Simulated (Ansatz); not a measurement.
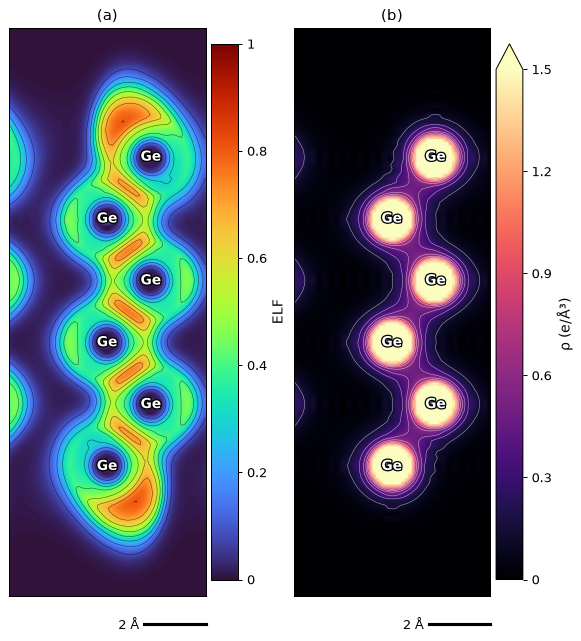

Ge (slab). (a) ELF; (b) valence charge density (pseudo) on the (100) plane of the calculation cell, a cut from vacuum to vacuum.

Computed with Ansatz, DFT r2SCAN, scalar-relativistic, plane waves, PAW.

Core electrons are frozen (PAW), and the valence fields are smoothed inside the atomic spheres.

What do the fields say about this system?

The section cuts through Ge sites.
Ge–Ge (2.46 Å): the density is about 0.48 e/Å³ at the midpoint; the ELF peaks at about 0.70 between the atoms.
The density dies away to nearly zero in the vacuum.
The ELF also peaks beside Ge, away from the bonds: lone-pair regions.
